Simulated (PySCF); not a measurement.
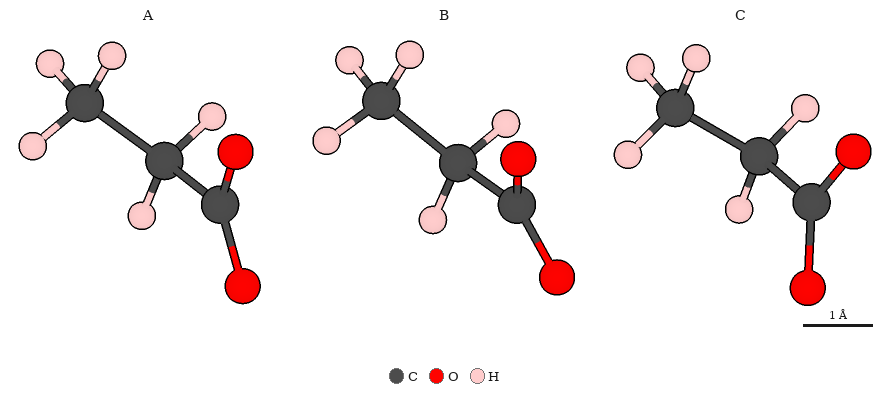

3 geometries from one relaxation of C₃H₅O₂ (charge −1), in shuffled order. A ball-and-stick model, seen from a free direction.

The start comes from GFN2-xTB. Its atoms were then displaced at random by about 0.01 Å.

All numbers below come from PBE0-D3(BJ)/def2-SVP geometry optimisation, gas phase (PySCF 2.14.0, density-fitted response routines). 

Put them in the order of the run, from the start to the converged end.

Answer. C, A, B. They are steps 0, 6, 14, at +0.162 eV, +0.016 eV relative to the last. An O atom moves most after the best rigid fit: 0.75 Å. By element the largest moves are O 0.75 Å, H 0.27 Å, C 0.13 Å. Near-neighbour distances that change, for instance: C–H 1.075 → 1.107 Å, C–C 1.500 → 1.518 Å, C–H 1.114 → 1.101 Å, C–O 1.238 → 1.249 Å. Bond angles that change, for instance: H–C–H 110.5° → 105.9°, C–C–C 109.8° → 113.7°, H–C–H 106.4° → 109.9°. Groups turn about C–C by about 45°. After 14 geometry steps the energy has fallen by 0.162 eV.

Limits of the set-up: the basis has no diffuse functions, which an anion needs.
